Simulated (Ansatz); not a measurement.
**MoS$_{2}$: single-point calculation**

System: MoS$_{2}$ (R3m, 12 atoms in the cell).
Method: DFT PBE+D3(BJ), scalar-relativistic, plane waves, PAW, no spin polarisation (Ansatz 0.2.0).

The structure derives from an entry of the Crystallography Open Database. It belongs to a series of runs on one base structure; here: the relaxed cell repeated 4 times.

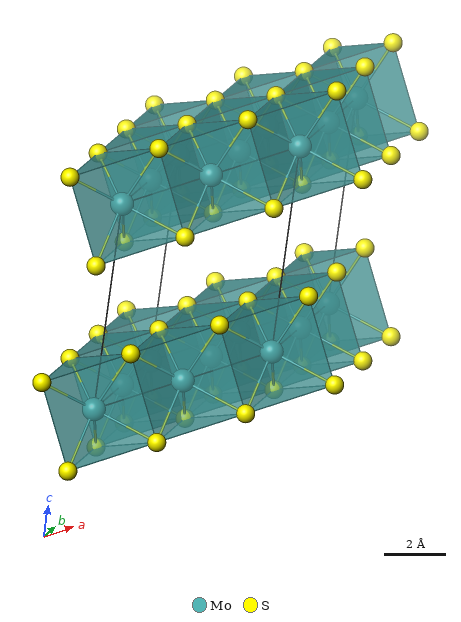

Figure 1. The input geometry (polyhedral view of the cell of the calculation, seen slightly off an axis; polyhedra are completed across the faces of the cell). An atom can appear more than once, as a periodic image.

Key numbers:

- outcome: converged
- space group (tolerance 0.01 Å): R3m (160)
- electrons treated: 104
- free energy: −27056.2018 eV
- Fermi energy: 12.029 eV
- gap on the k-point mesh: 0.79 eV
- pressure: 0.01 GPa
- largest force (length of the vector): 0.001 eV/Å
- hardware: 2 threads of Intel Xeon @ 2.50GHz (Skylake/Cascade Lake), 189 GiB of memory available, shared host
- wall time: 29 s (CPU time 55 s)
- peak memory: 0.67 GiB

The input:
```yaml
crystal:
  lattice:
    - [3.1529487578, -5.4610674422, 0.0]
    - [6.3058975156, 0.0, 0.0]
    - [3.1529487578, -1.8203558141, 5.9965349857]
  atoms:
    - { symbol: Mo, position: [0.4999827285, 0.9999827285, 5.18144e-05] }
    - { symbol: Mo, position: [0.9999827285, 0.9999827285, 5.18144e-05] }
    - { symbol: Mo, position: [0.4999827285, 0.4999827285, 5.18144e-05] }
    - { symbol: Mo, position: [0.9999827285, 0.4999827285, 5.18144e-05] }
    - { symbol: S, position: [0.7464408739, 0.2464408739, 0.2606773784] }
    - { symbol: S, position: [0.2464408739, 0.2464408739, 0.2606773784] }
    - { symbol: S, position: [0.7464408739, 0.7464408739, 0.2606773784] }
    - { symbol: S, position: [0.2464408739, 0.7464408739, 0.2606773784] }
    - { symbol: S, position: [0.9202763976, 0.4202763976, 0.7391708072] }
    - { symbol: S, position: [0.4202763976, 0.4202763976, 0.7391708072] }
    - { symbol: S, position: [0.9202763976, 0.9202763976, 0.7391708072] }
    - { symbol: S, position: [0.4202763976, 0.9202763976, 0.7391708072] }
basis:
  ecutwfc: 420
kpoints:
  mp_grid: { grid: [6, 6, 6] }
hamiltonian:
  xc: pbe
  dispersion: d3bj
scf:
  occupations: { method: gaussian, width: 0.05 }
output:
  forces: true
  stress: true
  eigenvalues: true
```

Run as:
```bash
ansatz run input.yaml --threads 2 --pin off --max-ram 5120MiB --backend cpu --events-out ev --progress --plain --runs-dir out
```

The program's output:
```
Engine: ansatz 0.2.0, x86_64-unknown-linux-gnu
Pseudopotentials: kind: paw
Pseudopotential: Mo, paw, valence charge 14, recommended cutoff 420 eV (normal), Mo.paw.azcp
Pseudopotential: S, paw, valence charge 6, recommended cutoff 420 eV (normal), S.paw.azcp
Functional definition: PBE
  parameter kappa = 0.804
  parameter beta = 0.06672455060314922
  exchange = pbe_x(kappa = kappa, mu = beta*pi^2/3)
  correlation = pbe_c(beta = beta)
Crystal: 12 atoms, lattice volume = 206.502 Å³
Basis set: ecut = 420 eV, 4029 PW (Γ), exchange–correlation on 90×90×96 points (8 copies of the dense FFT grid, shifted against one another)
Bands: 64, of which v1, the nominal top of the filled ones, is band 52 counted from 1 (51 counted from 0)
Symmetry: 24 space group operations
Space group: R3m (ITA 160), of the structure as read, at distance tolerance 5.9e-5 Å
k-points: 32 of 216 (time reversal used)
Non-local potential: Mo, projectors of the file, l = 0: 3, l = 1: 2, l = 2: 2, l = 3: 1
Non-local potential: S, projectors of the file, l = 0: 2, l = 1: 2, l = 2: 2
PAW form: soft (Blöchl's): semilocal exchange-correlation on the pseudo side does not see the compensation charge
PAW one-centre angular grid: Mo, 590 points (default); XC on 64 Gauss nodes
PAW one-centre angular grid: S, 110 points (default); XC on 64 Gauss nodes
Initial density: superposition of atomic densities (neutral atoms: chi_scale 0, normalization atom), corrected by the library's trained network
Initial wavefunctions: pseudopotential atomic-orbital guess
Functional: x = pbe(κ = 0.804, μ = 0.2195149727645171), c = pbe(β = 0.06672455060314922)
SCF iter   1: F=—  HF=-27056.175453 eV  |F-HF|=—  |Δ(HF+E_count)|=         —  Δρ=5.64e-3  dr2=2.04e-2  ethr=1.77e-3  ⟨swp⟩=6.0  Hψ=7785  notcnv=0
preconditioner: auto → Resta (q_TF=auto, 2.434 Å⁻¹)  ε∞=8.9  [insulator: Δε(μ)=0.796 eV  Ē_g=7.815 eV  σ=0.050 eV  W_gap=1.00  n_scr=58 (ndim 8)  ℏωp=21.9 eV  f_vac=0.007  D(μ)=0.00/eV (n_scr^D=0)  ε∞_Penn≈8.9]
SCF iter   2: F=—  HF=-27056.191963 eV  |F-HF|=—  |Δ(HF+E_count)|=   1.65e-2  Δρ=3.21e-3  dr2=5.94e-3  ethr=1.96e-5  ⟨swp⟩=2.0  Hψ=3549  notcnv=0  defer=1
SCF iter   3: F=—  HF=-27056.201567 eV  |F-HF|=—  |Δ(HF+E_count)|=   9.60e-3  Δρ=2.27e-4  dr2=1.49e-4  ethr=5.71e-6  ⟨swp⟩=2.0  Hψ=3021  notcnv=0
automatic band count: iteration 3 solves 61 bands in place of 64: the levels show a gap, and the empty bands left out lie too high to hold charge; the band table lists the bands solved (type scf.n_extra_bands for more)
SCF iter   4: F=—  HF=-27056.201624 eV  |F-HF|=—  |Δ(HF+E_count)|=   5.65e-5  Δρ=7.75e-5  dr2=1.68e-5  ethr=1.44e-7  ⟨swp⟩=2.3  Hψ=3153  notcnv=0
SCF iter   5: F=—  HF=-27056.201785 eV  |F-HF|=—  |Δ(HF+E_count)|=   1.62e-4  Δρ=1.23e-5  dr2=2.49e-7  ethr=1.61e-8  ⟨swp⟩=2.0  Hψ=2793  notcnv=0
SCF iter   6: F=-27056.201785 eV  HF=-27056.201785 eV  |F-HF|=4.97e-9  |Δ(HF+E_count)|=   1.97e-7  Δρ=3.25e-6  dr2=1.98e-8  ethr=9.62e-11  ⟨swp⟩=7.0  Hψ=7689  notcnv=0
SCF 1 converged in 6 iterations: F = -27056.201785 eV  dr2 = 1.98e-8
  greatest PAW one-centre occupation: 0.998 electrons in one spin orbital (limit 2), on the Mo atom at site 3 (counted from 0), in its partial waves of l = 0
```

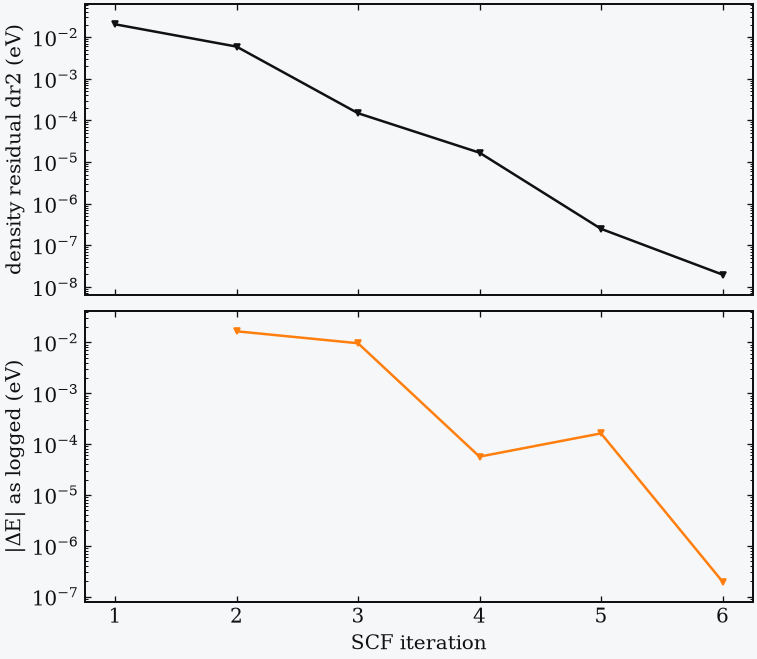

Figure 2. Convergence of the self-consistent field: density residual dr2 and size of the energy change against the SCF iteration. The residual falls at every step.

```
SCF converged after 6 iterations
Free energy (F): -27056.201785 eV
Harris-Foulkes:  -27056.201785 eV  (|F-HF|=4.97e-9)
Internal energy: -27056.201785 eV  (E = F + TS)
E sigma→0 (E₀):  -27056.201785 eV
Fermi energy:    12.029286 eV
--- Per-component energies (eV) ---
  E_band       = -563.464690
  E_kinetic    = 2629.006594
  E_local      = -7403.881712  (includes V_loc(G=0)·N_el)
  E_nonlocal   = 797.205769
  E_hartree    = 2825.464446
  E_xc         = -1516.174202
  E_vxc        = -1623.015203  (∫ρ·V_xc dr)
  E_paw        = -17606.391588  (= ΣΔE_a)
  E_vpaw       = -613.705732  (= ΣTr[D̂ρ^β])
  E_aug_tail   = 0.000158  (compensation charges beyond the density's cutoff)
  E_ewald      = -6776.146761
  E_disp       = -5.284490  (pairwise vdW)
  E_smearing   = -0.000000  (= −TS)
  E_closure    = -0.000000  (closes the sum)
  Σ components = -27056.201785   (vs F -27056.201785, Δ=0.00e0)
--- Forces (eV/Å), atoms counted from 1 ---
  atom   1  Mo     0.00000000    -0.00000000     0.00010694
  atom   2  Mo     0.00000000    -0.00000000     0.00010694
  atom   3  Mo     0.00000000    -0.00000000     0.00010694
  atom   4  Mo     0.00000000    -0.00000000     0.00010694
  atom   5  S      0.00000000     0.00000000    -0.00075591
  atom   6  S      0.00000000     0.00000000    -0.00075591
  atom   7  S      0.00000000     0.00000000    -0.00075591
  atom   8  S      0.00000000     0.00000000    -0.00075591
  atom   9  S      0.00000000    -0.00000000     0.00065466
  atom  10  S      0.00000000    -0.00000000     0.00065466
  atom  11  S      0.00000000    -0.00000000     0.00065466
  atom  12  S      0.00000000    -0.00000000     0.00065466
  max |Σ_I F_I| component: 2.28e-5 eV/Å
--- Stress (GPa, compression-positive) ---
        0.016908      -0.000000       0.000000
       -0.000000       0.016908       0.000000
        0.000000       0.000000       0.000891
  P = ⅓ Tr σ = 0.0116 GPa (0.116 kbar)
--- Band table (eV; the first three rows and the last of 32) ---
  k-point 0: bands = ["-49.9839", "-49.9414", "-49.9414", "-49.9414", "-24.3117", "-24.3117", "-24.3117", "-24.1459", "-24.0623", "-24.0623", "-24.0623", "-23.9970", "-23.9970", "-23.9970", "-23.9024", "-23.9024", "-3.5794", "-1.7785", "-1.3710", "-1.3710", "-1.3710", "-1.3501", "-1.3501", "-1.3501", "4.4612", "4.9799", "4.9799", "4.9799", "5.7516", "5.7516", "5.7516", "6.8804", "6.8804", "6.8804", "7.7034", "7.7034", "7.7034", "8.2458", "8.2458", "8.5299", "8.5299", "8.5299", "9.3377", "9.3377", "9.7490", "9.7490", "9.7490", "10.2623", "10.2623", "10.2623", "10.2800", "10.5467", "13.1560", "13.1560", "13.1560", "13.5791", "13.5791", "13.7372", "13.7372", "13.7372", "13.9978"]
  k-point 1: bands = ["-49.9839", "-49.9414", "-49.9414", "-49.9414", "-24.3117", "-24.3117", "-24.3117", "-24.1459", "-24.0623", "-24.0623", "-24.0623", "-23.9970", "-23.9970", "-23.9970", "-23.9024", "-23.9024", "-3.5102", "-1.9094", "-1.4309", "-1.4309", "-1.4309", "-1.2859", "-1.2859", "-1.2859", "4.7073", "4.9320", "4.9320", "4.9320", "5.7982", "5.7982", "5.7982", "6.7818", "6.7818", "6.7818", "7.6731", "7.6731", "7.6731", "8.2398", "8.2398", "8.7043", "8.7043", "8.7043", "9.3490", "9.3490", "9.4297", "9.8192", "9.8192", "9.8192", "10.2251", "10.2251", "10.2251", "11.1328", "13.1684", "13.1684", "13.1684", "13.6030", "13.6030", "13.7296", "13.7296", "13.7296", "13.9595"]
  k-point 2: bands = ["-49.9839", "-49.9414", "-49.9414", "-49.9414", "-24.3117", "-24.3117", "-24.3117", "-24.1460", "-24.0622", "-24.0622", "-24.0622", "-23.9970", "-23.9970", "-23.9970", "-23.9024", "-23.9024", "-3.3335", "-2.2019", "-1.4795", "-1.4795", "-1.4795", "-1.2285", "-1.2285", "-1.2285", "4.8430", "4.8430", "4.8430", "5.3066", "5.8930", "5.8930", "5.8930", "6.6128", "6.6128", "6.6128", "7.6166", "7.6166", "7.6166", "8.2281", "8.2281", "8.4037", "9.0439", "9.0439", "9.0439", "9.3715", "9.3715", "9.9592", "9.9592", "9.9592", "10.1324", "10.1324", "10.1324", "11.5191", "13.1989", "13.1989", "13.1989", "13.6467", "13.6468", "13.6468", "13.6624", "13.6624", "13.8724"]
  k-point 31: bands = ["-49.9574", "-49.9574", "-49.9574", "-49.9360", "-24.2108", "-24.1640", "-24.1419", "-24.1419", "-24.1419", "-24.0938", "-24.0938", "-24.0938", "-24.0518", "-23.9816", "-23.9816", "-23.9816", "-2.3961", "-2.3961", "-2.1290", "-1.8234", "-1.4905", "-1.4905", "-1.1438", "-1.1115", "5.2831", "5.5124", "5.5124", "6.0867", "6.1162", "6.5825", "6.7187", "6.8209", "6.8209", "7.1574", "7.2145", "7.2145", "7.2289", "7.4587", "7.8231", "7.8231", "7.8482", "8.6778", "8.8005", "8.8845", "8.8845", "9.6163", "9.8454", "9.8454", "9.9996", "10.0483", "10.0483", "10.8399", "12.6058", "12.6234", "12.6234", "13.0177", "13.3152", "13.3152", "13.4295", "13.7389", "13.7907"]
```

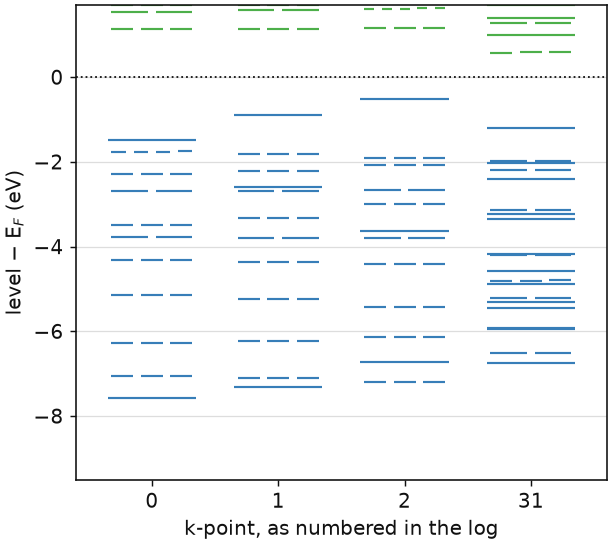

Figure 3. Kohn–Sham levels near the Fermi level (dotted) at the few k-points that the log prints; levels within 0.02 eV of each other stand side by side. Among these points the highest filled and lowest empty levels are 1.09 eV apart; the gap on the full mesh, 0.79 eV, has an edge at a point that isn't printed.
